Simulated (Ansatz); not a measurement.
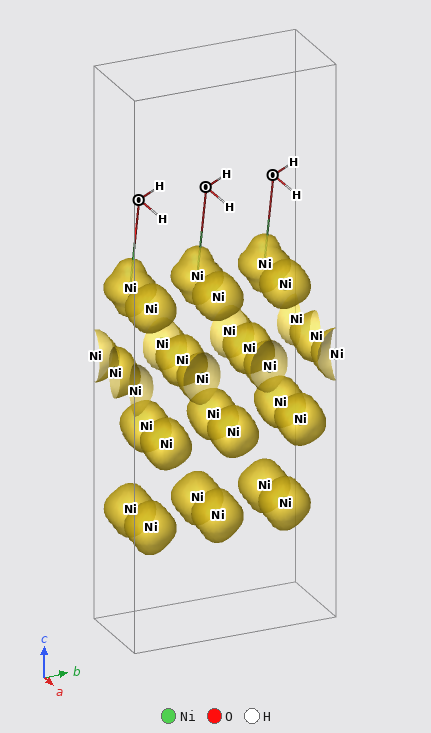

The picture shows: Ni$_{8}$H$_{2}$O (slab). Isosurfaces of the spin density (up minus down) at +0.1 (yellow) and −0.1 e/Å³ (cyan), seen slightly off an axis. Sticks mark near contacts.

Spin-polarised.

These are results of Ansatz 0.2.0, DFT PBE+D3(BJ), scalar-relativistic, plane waves, PAW, not measurements.

Describe the spin distribution.

Answer. The spin density sits on Ni: +0.7 μB (×8) in one cell of 11 atoms: parallel moments (a ferromagnetic arrangement) in this solution. The cell of the calculation (11 atoms) carries 5.2 μB of net spin moment. Only one sign reaches the isovalue.
